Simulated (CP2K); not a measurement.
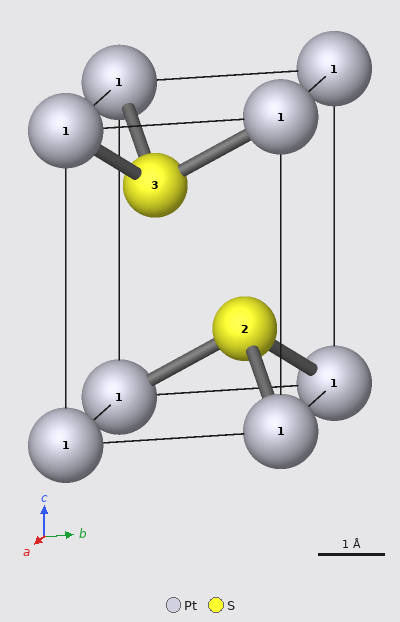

The input geometry (ball-and-stick view of the cell of the calculation, seen slightly off an axis; atoms are numbered from 1 in the order of the input).

# Single-point calculation of PtS₂

- system: PtS₂ (P-3m1, 3 atoms in the cell)
- method: DFT, PBE, Gaussian and plane waves, basis SZV-MOLOPT-SR-GTH, GTH potentials (CP2K 2026.2)

The structure derives from an entry of the Crystallography Open Database. The geometry comes from this level: r2scan-rvv10 (a point of a series of volumes). It belongs to a series of runs on one base structure; here: volume -12%.

## What the program printed
```
5qokfy

 CP2K| version string:                                       CP2K version 2026.2
 CP2K|            -lib tblite libvori libbqb
 CP2K| Input file name                                                   run.inp

 GLOBAL| Force Environment number                                              1
 GLOBAL| Cholesky decomposition library                                ScaLAPACK
 GLOBAL| Direct generalized diagonalization requested                          F
 GLOBAL| Matrix multiplication library                                 ScaLAPACK

 GENERATE|  Preliminary Number of Bonds generated:                             0
 GENERATE|  Achieved consistency in connectivity generation.

 *******************************************************************************
 *******************************************************************************
 **                                                                           **
 **     #####                         ##              ##                      **
 **    ##   ##            ##          ##              ##                      **
 **   ##     ##                       ##            ######                    **
 **   ##     ##  ##   ##  ##   #####  ##  ##   ####   ##    #####    #####    **
 **   ##     ##  ##   ##  ##  ##      ## ##   ##      ##   ##   ##  ##   ##   **
 **   ##  ## ##  ##   ##  ##  ##      ####     ###    ##   ######   ######    **
 **    ##  ###   ##   ##  ##  ##      ## ##      ##   ##   ##       ##        **
 **     #######   #####   ##   #####  ##  ##  ####    ##    #####   ##        **
 **           ##                                                    ##        **
 **                                                                           **
 **                                                ... make the atoms dance   **
 **                                                                           **
 **                      J. Chem. Phys. 152, 194103 (2020)                    **
 **                                                                           **
 *******************************************************************************

 *** available. The full set of unoccupied MOs will be used. Use           ***
 *** 'ADDED_MOS -1' to always use all available MOs and to get rid of this ***
 *** warning.                                                              ***

 TOTAL NUMBERS AND MAXIMUM NUMBERS

  Total number of            - Atomic kinds:                                   2
                             - Atoms:                                          3
                             - Shell sets:                                     3
                             - Shells:                                         8
                             - Primitive Cartesian functions:                 14
                             - Cartesian basis functions:                     19
                             - Spherical basis functions:                     18

  Maximum angular momentum of- Orbital basis functions:                        2
                             - Local part of the GTH pseudopotential:          2
                             - Non-local part of the GTH pseudopotential:      5

 SCF PARAMETERS         Density guess:                                    ATOMIC
                        --------------------------------------------------------
                        max_scf:                                              80
                        max_scf_history:                                       0
                        max_diis:                                              4
                        --------------------------------------------------------
                        eps_scf:                                        1.00E-06
                        eps_scf_history:                                0.00E+00
                        eps_diis:                                       1.00E-01
                        eps_eigval:                                     1.00E-05
                        --------------------------------------------------------
                        level_shift [a.u.]:                             0.000000
                        added MOs                                         3    0
                        --------------------------------------------------------
                        Mixing method:                            BROYDEN_MIXING
                                                charge density mixing in g-space
                        --------------------------------------------------------
                        Smear method:                                FERMI_DIRAC
                        Electronic temperature [K]:                        232.0
                        Electronic temperature [a.u.]:                  7.35E-04
                        Accuracy threshold:                             1.00E-10
                        --------------------------------------------------------
                        No outer SCF

 Extrapolation method: initial_guess

 Number of electrons:                                                         30
 Number of occupied orbitals:                                                 15
 Number of molecular orbitals:                                                18

 Number of orbital functions:                                                 18
 Number of independent orbital functions:                                     18

 SCF WAVEFUNCTION OPTIMIZATION

  ------------------------------------------------------------------------------
     1 NoMix/Diag. 0.30E+00    0.2     0.54030459      -140.4636779773 -1.40E+02
     2 Broy./Diag. 0.30E+00    0.2     0.05540017      -140.6242222266 -1.61E-01
     3 Broy./Diag. 0.30E+00    0.2     0.04085506      -140.2858966361  3.38E-01
     4 Broy./Diag. 0.30E+00    0.2     0.01451011      -140.1218643945  1.64E-01
     5 Broy./Diag. 0.30E+00    0.3     0.00188400      -140.1451426842 -2.33E-02
     6 Broy./Diag. 0.30E+00    0.3     0.00092436      -140.1490876769 -3.94E-03
     7 Broy./Diag. 0.30E+00    0.3     0.00006167      -140.1459055614  3.18E-03
     8 Broy./Diag. 0.30E+00    0.3     0.00006723      -140.1448517144  1.05E-03
     9 Broy./Diag. 0.30E+00    0.2     0.00002598      -140.1446073850  2.44E-04
    10 Broy./Diag. 0.30E+00    0.2     0.00000126      -140.1446852686 -7.79E-05
    11 Broy./Diag. 0.30E+00    0.2     0.00000244      -140.1446483984  3.69E-05
    12 Broy./Diag. 0.30E+00    0.2     0.00000045      -140.1446430268  5.37E-06

  *** SCF run converged in    12 steps ***

  Electronic density on regular grids:        -29.9999999975        0.0000000025
  Core density on regular grids:               29.9999999976       -0.0000000024
  Total charge density on r-space grids:        0.0000000002
  Total charge density g-space grids:           0.0000000002

  Overlap energy of the core charge distribution:               0.00000000515248
  Self energy of the core charge distribution:               -231.15653223070930
  Core Hamiltonian energy:                                     55.00940049643260
  Hartree energy:                                              52.86400442983766
  Exchange-correlation energy:                                -16.86151572750697
  Electronic entropic energy:                                  -0.00000000000030
  Fermi energy:                                                 0.47139345915833

  Total energy:                                              -140.14464302679386
  Total energy (extrapolated to T->0):                       -140.14464302679372

 ENERGY| Total FORCE_EVAL ( QS ) energy [hartree]           -140.144641841462885

 FORCES| Atomic forces [hartree/bohr]
 FORCES|   Atom     x               y               z               |f|
 FORCES|      1 -2.44412317E-14  1.04608263E-06 -3.55868093E-08   1.04668777E-06
 FORCES|      2  8.95922293E-09 -1.63630848E-07  8.24244269E-02   8.24244269E-02
 FORCES|      3 -8.95920633E-09 -8.82463955E-07 -8.24243914E-02   8.24243914E-02
 FORCES| Sum    -7.84498624E-15 -1.21762941E-11 -3.13303133E-11
 FORCES| Total atomic force                                       3.36132523E-11

 STRESS| Analytical stress tensor [bar]
 STRESS|                        x                   y                   z
 STRESS|      x        5.19751634455E+05   3.55965609497E-02   2.79104390570E-02
 STRESS|      y        3.55965609497E-02   5.19759009606E+05   1.94821491434E+00
 STRESS|      z        2.79104390570E-02   1.94821491434E+00   3.87202183924E+05
 STRESS| 1/3 Trace                                             4.75570942662E+05
 STRESS| Determinant                                           1.04600964269E+17

 STRESS| Eigenvectors and eigenvalues of the analytical stress tensor [bar]
 STRESS|                        1                   2                   3
 STRESS| Eigenvalues   3.87202183895E+05   5.19751634284E+05   5.19759009806E+05
 STRESS|      x          -0.000000210562      0.999988352934      0.004826385371
 STRESS|      y          -0.000014697205     -0.004826385374      0.999988352826
 STRESS|      z           0.999999999892      0.000000139625      0.000014698051
```

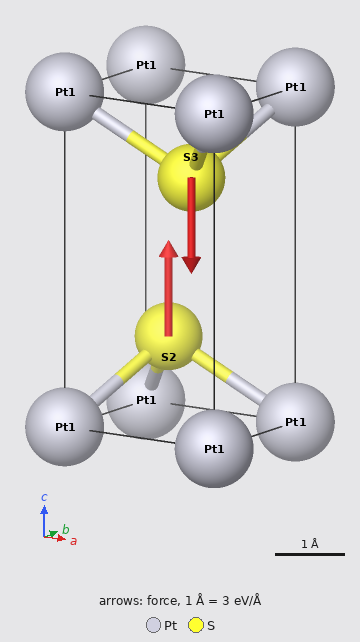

Forces on the atoms as red arrows (ball-and-stick view of the cell of the calculation, seen slightly off an axis; atoms are numbered from 1 in the order of the input). The largest act on S2, S3 (4.24 eV/Å). The geometry is not a stationary point of this energy.

The run was set up as follows.

## Input file
```
&GLOBAL
 PROJECT run
 RUN_TYPE ENERGY_FORCE
 PRINT_LEVEL LOW
&END GLOBAL
&FORCE_EVAL
 METHOD QS
 STRESS_TENSOR ANALYTICAL
 &DFT
  BASIS_SET_FILE_NAME BASIS_MOLOPT
  POTENTIAL_FILE_NAME GTH_POTENTIALS
  &QS
   EXTRAPOLATION USE_GUESS
  &END QS
  &MGRID
   CUTOFF 350
   REL_CUTOFF 50
  &END MGRID
  &XC
   &XC_FUNCTIONAL PBE
   &END XC_FUNCTIONAL
  &END XC
  &KPOINTS
   SCHEME MONKHORST-PACK 5 5 5
   SYMMETRY F
   FULL_GRID F
  &END KPOINTS
  &SCF
   ADDED_MOS 9
   EPS_SCF 1e-6
   MAX_SCF 80
   &DIAGONALIZATION
   &END DIAGONALIZATION
   &MIXING
    METHOD BROYDEN_MIXING
    ALPHA 0.3
   &END MIXING
   &SMEAR
    METHOD FERMI_DIRAC
    ELECTRONIC_TEMPERATURE [K] 232
   &END SMEAR
   &PRINT
    &ITERATION_INFO
    &END ITERATION_INFO
   &END PRINT
  &END SCF
 &END DFT
 &SUBSYS
  &CELL
   A 3.40442273 0.00000000 0.00000000
   B -1.70221136 2.94831657 0.00000000
   C -0.00000000 0.00000000 4.90912645
  &END CELL
  &COORD
   SCALED
   Pt 0.00000000 -0.00000000 -0.00000000
   S 0.33333333 0.66666667 0.23925422
   S 0.66666667 0.33333333 0.76074578
  &END COORD
  &KIND Pt
   BASIS_SET SZV-MOLOPT-SR-GTH
   POTENTIAL GTH-PBE
  &END KIND
  &KIND S
   BASIS_SET SZV-MOLOPT-SR-GTH
   POTENTIAL GTH-PBE
  &END KIND
 &END SUBSYS
 &PRINT
  &STRESS_TENSOR
  &END STRESS_TENSOR
  &FORCES
  &END FORCES
 &END PRINT
&END FORCE_EVAL
```

Launch command:
```bash
cp2k.psmp -i run.inp
```

## Key numbers

| quantity | value |
| --- | --- |
| outcome | converged |
| space group (tolerance 0.01 Å) | P-3m1 (164) |
| free energy | −3813.5299 eV |
| pressure | 47.56 GPa |
| largest force (length of the vector) | 4.238 eV/Å |
| hardware | 2 threads of Arm Neoverse V1, 24 GiB of memory available, shared host |
| wall time | 3.8 s (CPU time 6.7 s) |
| peak memory | 0.2 GiB |

## Notes

Spin–orbit coupling is left out, which matters for Pt. The cell is under a pressure of 48 GPa at this level, so it is not at its equilibrium volume.
